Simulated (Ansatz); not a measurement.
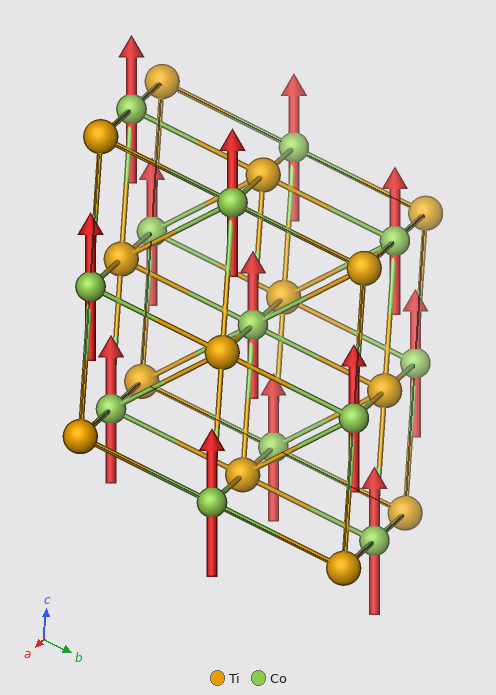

Shown here is a ball-and-stick view of the crystal, taken slightly off an axis. Thin lines show the simulation cell, with boundary atoms drawn in all their periodic places. Arrows are the site magnetic moments above 0.25 μB; longer means larger, and red and blue are up and down (without spin-orbit coupling the axis itself is arbitrary).

This is the state reached for TiCo. Method: DFT PBE, scalar-relativistic, plane waves, PAW (Ansatz 0.2.0); a kinetic-energy cutoff of 420 eV, 8×8×8 k-mesh, Gaussian smearing of 0.1 eV, collinear spins.

**Name the magnetic order and give the moments.**

Ferromagnetic (within this cell). Site moments: 4 Co +1.0 μB. The net spin moment of the whole cell is 3.5 μB, including what lies between the atoms and on sites without an arrow.

The initial geometry was a structure listed in the Materials Project, with elements exchanged, so it need not be a known form of the compound. It is drawn as it came out of a relaxation with Ansatz 0.2.0, DFT PBE, scalar-relativistic, plane waves, PAW.
